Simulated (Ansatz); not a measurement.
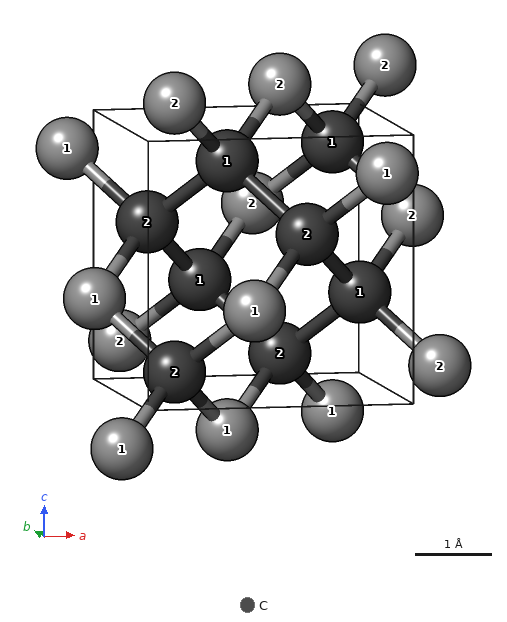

*The input geometry (ball-and-stick view of the cell 4 times as large as that of the calculation, set on its symmetry axes, seen slightly off an axis; neighbours outside the cell are drawn fainter; atoms are numbered from 1 in the order of the input).*

Near neighbours in the crystal (not all of them lie inside the picture): C has 4 C at 1.55 Å.

# Run report: C, geometry relaxation (part 1 of 2)

- system: C (2 atoms in the cell)
- method: DFT, LDA, PAW with Ansatz's default frozen-core files, scalar-relativistic, no spin polarisation (Ansatz 0.2.0)

The structure was built on a prototype by a generator; it need not be a known phase. It belongs to a series of runs on one base structure; here: bulk cell relaxed. Figures and captions count atoms from 1; the log counts them from 0 in places.

Input
```yaml
crystal:
  lattice:
    - [0.0, 1.7863159877, 1.7863159877]
    - [1.7863159877, 0.0, 1.7863159877]
    - [1.7863159877, 1.7863159877, 0.0]
  atoms:
    - { symbol: C, position: [-0.125, -0.125, -0.125] }
    - { symbol: C, position: [0.125, 0.125, 0.125] }
kpoints:
  mp_grid: { grid: [16, 16, 16] }
scf:
  occupations: { method: fermi_dirac, width: 0.02 }
hamiltonian:
  xc: lda
  pseudopotentials: { kind: paw }
output:
  forces: true
  stress: true
  write_density: true
  write_potential: true
  elf: true
  volumetric_format: npy
relax:
  f_tol: 0.005
  max_steps: 40
  cell: {}
```

Run on 2 threads of Intel Xeon (Granite Rapids), 64 GiB of memory available, shared host.

Command:
```bash
ansatz run input.yaml --threads 2 --pin off --max-ram 4096MiB --backend cpu --events-out ev --progress --plain --runs-dir out
```

What the program printed
```
Engine: ansatz 0.2.0, x86_64-unknown-linux-gnu
Pseudopotentials: kind: paw
Pseudopotential: C, paw, valence charge 4, recommended cutoff 420 eV (normal), C.paw.azcp
Functional definition: SPW92
  exchange = slater_x
  correlation = pw_c
Crystal: 2 atoms, lattice volume = 11.400 Å³
Basis set: ecut = 420 eV, 229 PW (Γ)
Bands: 8, of which v1, the nominal top of the filled ones, is band 4 counted from 1 (3 counted from 0)
Symmetry: 48 space group operations
Space group: Fd-3m (ITA 227), of the structure as read, at distance tolerance 2.3e-5 Å
k-points: 145 of 4096
Non-local potential: C, projectors of the file, l = 0: 2, l = 1: 2, l = 2: 1
PAW form: soft (Blöchl's): semilocal exchange-correlation on the pseudo side does not see the compensation charge
PAW frozen core: C, regenerated for the run's functional, and the local potential with it (the file was generated under x = pbe(κ = 0.804, μ = 0.2195149727645171), c = pbe(β = 0.06672455060314922))
PAW one-centre angular grid: C, 110 points (default); XC on 64 Gauss nodes
Initial density: superposition of atomic densities (neutral atoms: chi_scale 0, normalization atom), corrected by the library's trained network
Initial wavefunctions: pseudopotential atomic-orbital guess
Functional: x = slater, c = lda
SCF iter   1: F=—  HF=-485.967025 eV  |F-HF|=—  |Δ(HF+E_count)|=         —  Δρ=7.08e-3  dr2=1.96e-3  ethr=1.77e-3  ⟨swp⟩=5.1  Hψ=7564  notcnv=0
preconditioner: auto → none  [insulator: Δε(μ)=4.089 eV  Ē_g=19.408 eV  σ=0.020 eV  W_gap=1.00  n_scr=0 (ndim 8)  ℏωp=31.1 eV  f_vac=0.000  D(μ)=0.00/eV (n_scr^D=0)  ε∞_Penn≈3.6]
SCF iter   2: F=—  HF=-485.966541 eV  |F-HF|=—  |Δ(HF+E_count)|=   4.84e-4  Δρ=3.33e-3  dr2=4.34e-4  ethr=2.45e-5  ⟨swp⟩=1.0  Hψ=2323  notcnv=0
SCF iter   3: F=—  HF=-485.966422 eV  |F-HF|=—  |Δ(HF+E_count)|=   1.18e-4  Δρ=1.04e-4  dr2=1.13e-6  ethr=5.42e-6  ⟨swp⟩=1.0  Hψ=1160  notcnv=0
SCF iter   4: F=—  HF=-485.966422 eV  |F-HF|=—  |Δ(HF+E_count)|=   4.61e-7  Δρ=2.65e-5  dr2=5.03e-8  ethr=1.41e-8  ⟨swp⟩=2.7  Hψ=1720  notcnv=0
iter 5 did not close the SCF: its close was put off for the readings that it lacked (scf_convergence_deferred on its scf_iter line)
SCF iter   5: F=-485.966422 eV  HF=-485.966422 eV  |F-HF|=7.23e-10  |Δ(HF+E_count)|=   1.10e-8  Δρ=3.69e-6  dr2=1.17e-9  ethr=6.28e-10  ⟨swp⟩=2.4  Hψ=1704  notcnv=0
SCF iter   6: F=-485.966422 eV  HF=-485.966422 eV  |F-HF|=3.41e-12  |Δ(HF+E_count)|=  5.30e-10  Δρ=6.00e-7  dr2=1.19e-11  ethr=1.46e-11  ⟨swp⟩=3.9  Hψ=4916  notcnv=0
SCF 1 converged in 6 iterations: F = -485.966422 eV  dr2 = 1.19e-11
  greatest PAW one-centre occupation: 0.635 electrons in one spin orbital (limit 2), on the C atom at site 1 (counted from 0), in its partial waves of l = 0
relax step   1: F+E_penalty+E_count = -485.96642187 eV  Δ(F+E_penalty+E_count) = +0.000e0 eV  max|allowed force component| = 1.156e-17 eV/Å  Δτ_max = 0.0000 Å  P = -15.153 GPa  Ω = 11.400 Å³  (6 SCF iters, accepted)
Crystal: 2 atoms, lattice volume = 11.162 Å³
Initial density: handed on by an earlier stage of this run
Initial wavefunctions: those handed on with the density
iter 1 solved again at ethr=4.08e-5 eV; its pass at ethr=3.10e-3 eV (dr2=3.27e-3 eV) is discarded
SCF iter   1: F=—  HF=-485.985542 eV  |F-HF|=—  |Δ(HF+E_count)|=         —  Δρ=5.83e-3  dr2=3.22e-3  ethr=4.08e-5  ⟨swp⟩=1.0  Hψ=8764  notcnv=0
preconditioner: auto → none  [insulator: Δε(μ)=4.181 eV  Ē_g=19.726 eV  σ=0.020 eV  W_gap=1.00  n_scr=0 (ndim 8)  ℏωp=31.4 eV  f_vac=0.000  D(μ)=0.00/eV (n_scr^D=0)  ε∞_Penn≈3.5]
SCF iter   2: F=—  HF=-485.984322 eV  |F-HF|=—  |Δ(HF+E_count)|=   1.22e-3  Δρ=2.22e-3  dr2=4.88e-4  ethr=4.02e-5  ⟨swp⟩=3.0  Hψ=2267  notcnv=0
SCF iter   3: F=—  HF=-485.984126 eV  |F-HF|=—  |Δ(HF+E_count)|=   1.96e-4  Δρ=1.38e-4  dr2=7.52e-7  ethr=6.10e-6  ⟨swp⟩=2.4  Hψ=2280  notcnv=0
SCF iter   4: F=—  HF=-485.984126 eV  |F-HF|=—  |Δ(HF+E_count)|=   5.40e-7  Δρ=5.07e-6  dr2=1.08e-9  ethr=9.40e-9  ⟨swp⟩=1.9  Hψ=1474  notcnv=0
iter 5 did not close the SCF: its close was put off for the readings that it lacked (scf_convergence_deferred on its scf_iter line)
SCF iter   5: F=-485.984126 eV  HF=-485.984126 eV  |F-HF|=3.92e-12  |Δ(HF+E_count)|=   1.04e-9  Δρ=7.47e-7  dr2=1.65e-11  ethr=1.35e-11  ⟨swp⟩=2.5  Hψ=1708  notcnv=0
SCF iter   6: F=-485.984126 eV  HF=-485.984126 eV  |F-HF|=2.27e-13  |Δ(HF+E_count)|=  3.01e-12  Δρ=4.48e-8  dr2=8.41e-14  ethr=1.00e-12  ⟨swp⟩=3.5  Hψ=4169  notcnv=0
SCF 2 converged in 6 iterations: F = -485.984126 eV  dr2 = 8.41e-14
  greatest PAW one-centre occupation: 0.638 electrons in one spin orbital (limit 2), on the C atom at site 1 (counted from 0), in its partial waves of l = 0
relax step   2: F+E_penalty+E_count = -485.98412556 eV  Δ(F+E_penalty+E_count) = -1.770e-2 eV  max|allowed force component| = 2.776e-16 eV/Å  Δτ_max = 0.0000 Å  P = -5.876 GPa  Ω = 11.162 Å³  energy of the carried Pulay correction = +1.971e-3 eV  (6 SCF iters, dr2 threshold 2.00e-7 eV, accepted)
Crystal: 2 atoms, lattice volume = 11.016 Å³
Basis set: ecut = 420 eV, 181 PW (Γ)
iter 1 solved again at ethr=1.63e-5 eV; its pass at ethr=3.10e-3 eV (dr2=1.30e-3 eV) is discarded
SCF iter   1: F=—  HF=-485.988498 eV  |F-HF|=—  |Δ(HF+E_count)|=         —  Δρ=3.71e-3  dr2=1.28e-3  ethr=1.63e-5  ⟨swp⟩=1.0  Hψ=8718  notcnv=0
preconditioner: auto → none  [insulator: Δε(μ)=4.200 eV  Ē_g=19.920 eV  σ=0.020 eV  W_gap=1.00  n_scr=0 (ndim 8)  ℏωp=31.6 eV  f_vac=0.000  D(μ)=0.00/eV (n_scr^D=0)  ε∞_Penn≈3.5]
SCF iter   2: F=—  HF=-485.988012 eV  |F-HF|=—  |Δ(HF+E_count)|=   4.85e-4  Δρ=1.41e-3  dr2=1.94e-4  ethr=1.60e-5  ⟨swp⟩=3.0  Hψ=2261  notcnv=0
SCF iter   3: F=—  HF=-485.987934 eV  |F-HF|=—  |Δ(HF+E_count)|=   7.78e-5  Δρ=8.80e-5  dr2=2.99e-7  ethr=2.43e-6  ⟨swp⟩=2.8  Hψ=1766  notcnv=0
iter 4 did not close the SCF: its close was put off for the readings that it lacked (scf_convergence_deferred on its scf_iter line)
SCF iter   4: F=-485.987935 eV  HF=-485.987935 eV  |F-HF|=1.40e-10  |Δ(HF+E_count)|=   2.16e-7  Δρ=2.87e-6  dr2=3.44e-10  ethr=3.74e-9  ⟨swp⟩=1.8  Hψ=1474  notcnv=0
iter 5 did not close the SCF: its close was put off for the readings that it lacked (scf_convergence_deferred on its scf_iter line)
SCF iter   5: F=-485.987935 eV  HF=-485.987935 eV  |F-HF|=1.42e-12  |Δ(HF+E_count)|=  3.39e-10  Δρ=4.66e-7  dr2=6.44e-12  ethr=4.30e-12  ⟨swp⟩=2.5  Hψ=1706  notcnv=0
SCF iter   6: F=-485.987935 eV  HF=-485.987935 eV  |F-HF|=0.00e0  |Δ(HF+E_count)|=  1.48e-12  Δρ=3.25e-8  dr2=4.46e-14  ethr=1.00e-12  ⟨swp⟩=3.3  Hψ=4115  notcnv=0
SCF 3 converged in 6 iterations: F = -485.987935 eV  dr2 = 4.46e-14
  greatest PAW one-centre occupation: 0.641 electrons in one spin orbital (limit 2), on the C atom at site 1 (counted from 0), in its partial waves of l = 0
relax step   3: F+E_penalty+E_count = -485.98793466 eV  Δ(F+E_penalty+E_count) = -3.809e-3 eV  max|allowed force component| = 1.920e-16 eV/Å  Δτ_max = 0.0000 Å  P = +0.257 GPa  Ω = 11.016 Å³  energy of the carried Pulay correction = +3.198e-3 eV  (6 SCF iters, dr2 threshold 2.00e-7 eV, accepted)
Crystal: 2 atoms, lattice volume = 11.022 Å³
iter 1 solved again at ethr=2.76e-8 eV; its pass at ethr=3.10e-3 eV (dr2=2.21e-6 eV) is discarded
SCF iter   1: F=—  HF=-485.987890 eV  |F-HF|=—  |Δ(HF+E_count)|=         —  Δρ=1.53e-4  dr2=2.17e-6  ethr=2.76e-8  ⟨swp⟩=1.0  Hψ=8193  notcnv=0
preconditioner: auto → none  [insulator: Δε(μ)=4.174 eV  Ē_g=19.911 eV  σ=0.020 eV  W_gap=1.00  n_scr=0 (ndim 8)  ℏωp=31.6 eV  f_vac=0.000  D(μ)=0.00/eV (n_scr^D=0)  ε∞_Penn≈3.5]
SCF iter   2: F=—  HF=-485.987890 eV  |F-HF|=—  |Δ(HF+E_count)|=   8.19e-7  Δρ=5.81e-5  dr2=3.29e-7  ethr=2.71e-8  ⟨swp⟩=2.0  Hψ=1688  notcnv=0
iter 3 did not close the SCF: its close was put off for the readings that it lacked (scf_convergence_deferred on its scf_iter line)
SCF iter   3: F=-485.987889 eV  HF=-485.987889 eV  |F-HF|=3.25e-10  |Δ(HF+E_count)|=   1.32e-7  Δρ=3.63e-6  dr2=5.11e-10  ethr=4.11e-9  ⟨swp⟩=2.8  Hψ=1769  notcnv=0
iter 4 did not close the SCF: its close was put off for the readings that it lacked (scf_convergence_deferred on its scf_iter line)
SCF iter   4: F=-485.987889 eV  HF=-485.987889 eV  |F-HF|=2.27e-13  |Δ(HF+E_count)|=  3.48e-10  Δρ=1.19e-7  dr2=5.80e-13  ethr=6.39e-12  ⟨swp⟩=1.9  Hψ=1502  notcnv=0
iter 5 did not close the SCF: its close was put off for the readings that it lacked (scf_convergence_deferred on its scf_iter line)
SCF iter   5: F=-485.987889 eV  HF=-485.987889 eV  |F-HF|=1.71e-13  |Δ(HF+E_count)|=  9.66e-13  Δρ=1.67e-8  dr2=8.59e-15  ethr=1.00e-12  ⟨swp⟩=1.0  Hψ=1160  notcnv=0
iter 6 did not close the SCF: its close was put off for the readings that it lacked (scf_convergence_deferred on its scf_iter line)
SCF iter   6: F=-485.987889 eV  HF=-485.987889 eV  |F-HF|=2.27e-13  |Δ(HF+E_count)|=  5.68e-14  Δρ=1.22e-9  dr2=1.14e-16  ethr=1.00e-12  ⟨swp⟩=1.0  Hψ=1160  notcnv=0
SCF iter   7: F=-485.987889 eV  HF=-485.987889 eV  |F-HF|=0.00e0  |Δ(HF+E_count)|=  1.14e-13  Δρ=4.40e-10  dr2=1.64e-17  ethr=1.00e-12  ⟨swp⟩=2.0  Hψ=3382  notcnv=0
SCF 4 converged in 7 iterations: F = -485.987889 eV  dr2 = 1.64e-17
relax step   4: F+E_penalty+E_count = -485.98788940 eV  Δ(F+E_penalty+E_count) = +4.526e-5 eV  max|allowed force component| = 1.827e-16 eV/Å  Δτ_max = 0.0000 Å  P = +0.001 GPa  Ω = 11.022 Å³  energy of the carried Pulay correction = +3.148e-3 eV  (7 SCF iters, dr2 threshold 1.65e-7 eV, accepted)
Initial wavefunctions: pseudopotential atomic-orbital guess (no wavefunctions were taken with the density)
iter 1 solved again at ethr=4.22e-8 eV; its pass at ethr=3.10e-3 eV (dr2=3.37e-6 eV) is discarded
SCF iter   1: F=—  HF=-485.985252 eV  |F-HF|=—  |Δ(HF+E_count)|=         —  Δρ=3.07e-4  dr2=1.48e-6  ethr=4.22e-8  ⟨swp⟩=2.6  Hψ=10751  notcnv=0
preconditioner: auto → none  [insulator: Δε(μ)=4.171 eV  Ē_g=19.912 eV  σ=0.020 eV  W_gap=1.00  n_scr=0 (ndim 8)  ℏωp=31.6 eV  f_vac=0.000  D(μ)=0.00/eV (n_scr^D=0)  ε∞_Penn≈3.5]
SCF iter   2: F=—  HF=-485.985253 eV  |F-HF|=—  |Δ(HF+E_count)|=   5.87e-7  Δρ=1.51e-4  dr2=3.23e-7  ethr=1.85e-8  ⟨swp⟩=1.0  Hψ=1160  notcnv=0
SCF iter   3: F=—  HF=-485.985253 eV  |F-HF|=—  |Δ(HF+E_count)|=   1.61e-7  Δρ=7.31e-6  dr2=6.99e-10  ethr=4.04e-9  ⟨swp⟩=1.6  Hψ=1434  notcnv=0
iter 4 did not close the SCF: its close was put off for the readings that it lacked (scf_convergence_deferred on its scf_iter line)
SCF iter   4: F=-485.985253 eV  HF=-485.985253 eV  |F-HF|=1.59e-12  |Δ(HF+E_count)|=  4.47e-10  Δρ=5.07e-7  dr2=6.34e-12  ethr=8.73e-12  ⟨swp⟩=1.7  Hψ=1401  notcnv=0
iter 5 did not close the SCF: its close was put off for the readings that it lacked (scf_convergence_deferred on its scf_iter line)
SCF iter   5: F=-485.985253 eV  HF=-485.985253 eV  |F-HF|=2.84e-13  |Δ(HF+E_count)|=  1.71e-12  Δρ=3.19e-8  dr2=3.31e-14  ethr=1.00e-12  ⟨swp⟩=1.0  Hψ=1160  notcnv=0
iter 6 did not close the SCF: its close was put off for the readings that it lacked (scf_convergence_deferred on its scf_iter line)
SCF iter   6: F=-485.985253 eV  HF=-485.985253 eV  |F-HF|=1.14e-13  |Δ(HF+E_count)|=    0.00e0  Δρ=1.87e-9  dr2=1.91e-16  ethr=1.00e-12  ⟨swp⟩=1.0  Hψ=1160  notcnv=0
iter 7 did not close the SCF: its close was put off for the readings that it lacked (scf_convergence_deferred on its scf_iter line)
SCF iter   7: F=-485.985253 eV  HF=-485.985253 eV  |F-HF|=1.14e-13  |Δ(HF+E_count)|=  2.27e-13  Δρ=7.16e-10  dr2=3.58e-17  ethr=1.00e-12  ⟨swp⟩=1.0  Hψ=1160  notcnv=0
SCF iter   8: F=-485.985253 eV  HF=-485.985253 eV  |F-HF|=2.84e-13  |Δ(HF+E_count)|=  5.68e-14  Δρ=1.97e-10  dr2=2.67e-18  ethr=1.00e-12  ⟨swp⟩=1.6  Hψ=3071  notcnv=0
SCF 5 converged in 8 iterations: F = -485.985253 eV  dr2 = 2.67e-18
  greatest PAW one-centre occupation: 0.640 electrons in one spin orbital (limit 2), on the C atom at site 1 (counted from 0), in its partial waves of l = 0
relax step   5: F+E_penalty+E_count = -485.98525321 eV  Δ(F+E_penalty+E_count) = +2.636e-3 eV  max|allowed force component| = 9.830e-17 eV/Å  Δτ_max = 0.0000 Å  P = -0.392 GPa  Ω = 11.022 Å³  stress off target by 3.92e-1 GPa  SCF on the basis re-selected at this cell (its energy is not comparable with the rows above)  (8 SCF iters)
basis re-selected at this cell: Δ(F+E_penalty+E_count) = +2.636e-3 eV, ΔP = -0.393 GPa vs the last step (what re-selecting the basis moved, of the pressure what is left beyond the Pulay correction that the steps carried, after the strain that the cell walked since its last selection, with what the two solves' SCF thresholds leave and, on support functions, any second-order correction that the steps lacked; it is no measure of the basis error at this ecutwfc). This SCF's stress stands 3.92e-1 GPa from its target on what of the cell is left free (relax.cell.stress_tol is 5.00e-2 GPa) and its largest allowed force component is 9.83e-17 eV/Å (relax.f_tol is 5.00e-3 eV/Å): not within both, so this SCF does not close the relaxation
Crystal: 2 atoms, lattice volume = 11.013 Å³
iter 1 solved again at ethr=6.52e-8 eV; its pass at ethr=3.10e-3 eV (dr2=5.21e-6 eV) is discarded
```
